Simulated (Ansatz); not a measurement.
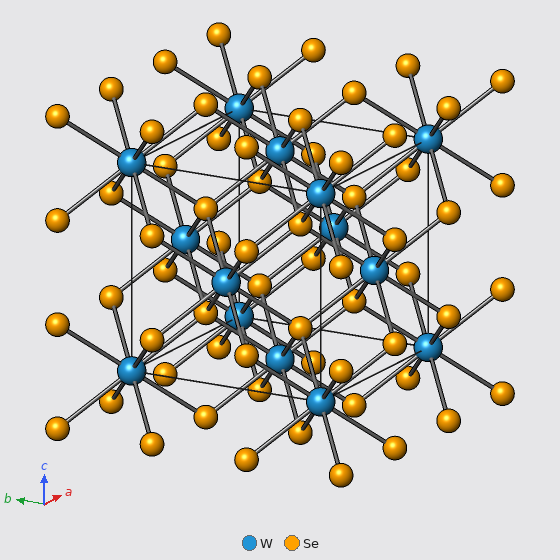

The compound is WSe₂ (space group Fm-3m, No. 225), taken as coordinates from a relaxation with DFT, PBE, plane waves, PAW in Ansatz 0.2.0; the starting structure was generated, so it need not be a known form of this composition.

Bonds are taken as Se–W below 3 Å; no other contact counts. Simplification: prune 0- and 1-connected atoms, fold 2-connected ones into links.

### What kind of net remains, and which atoms are its nodes?

A binodal (4,8)-connected, three-periodic net: Se is a 4-connected node; W is an 8-connected node, in the ratio 2:1.

### Which named net is it?

It is the flu net, known from fluorite.

### Is the net interpenetrated?

It is a single net, without interpenetration.

### How many nodes does the smallest cycle have?

Four.

### Give the first five terms of the coordination sequence (nodes one, two, three … edges away).

Se: 4, 22, 24, 82, 64; W: 8, 12, 48, 42, 128.
